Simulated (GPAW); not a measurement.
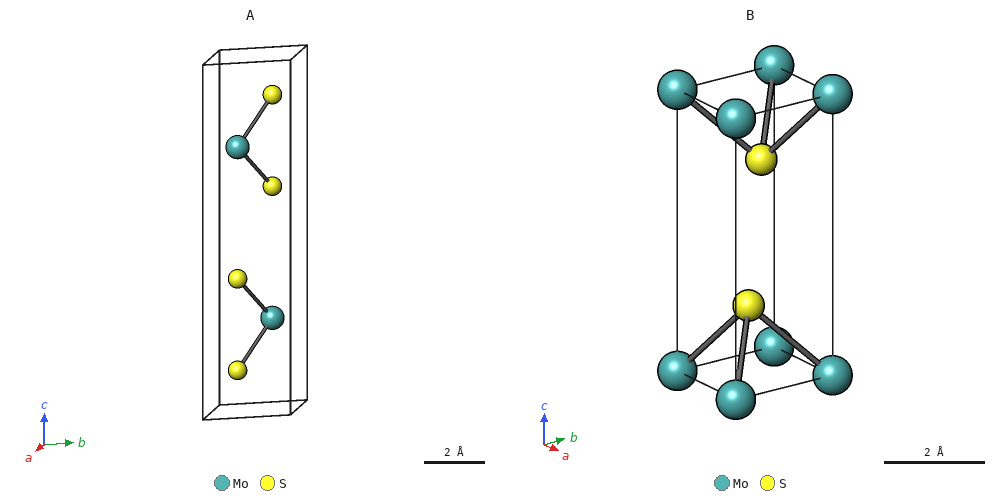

Two structures of MoS₂, each relaxed (cell and atoms) at zero pressure; conventional cells in solid outline, small ones repeated, each panel with its own scale. Alike in all runs: GPAW 26.7.0; functional LDA; potentials the program's PAW data sets (release 1.2.1) made for this functional; cutoff 600 eV; occupations fermi-dirac, width 0.05 eV; no spin polarisation; no spin-orbit coupling. The k meshes have like spacings.

### Give the type and space group of each panel.

A: 2H molybdenite (MoS₂) type, P6₃/mmc; B: cadmium iodide (CdI₂, 1T) type, P-3m1.

### Rank them by energy, lowest first.

A, then B (+271 meV/atom), static energies at zero smearing.

### Could pressure favour another of these structures?

B is denser (16.4 against 16.9 Å³/atom), so pressure favours it. Setting PΔV equal to ΔE at fixed volumes gives a first estimate of 83 GPa for the crossing; compression of both forms, other phases and heat would move it.

### Collect the results in a table.

| panel | space group | E − E(lowest) (meV/atom) | volume (Å³/atom) |
| --- | --- | --- | --- |
| A | P6₃/mmc | 0 | 16.9 |
| B | P-3m1 | 271 | 16.4 |

The starts are database entries or structure types tried for this composition, and the most stable form need not be among them.

Caveat: later steps reuse the first step's grids.
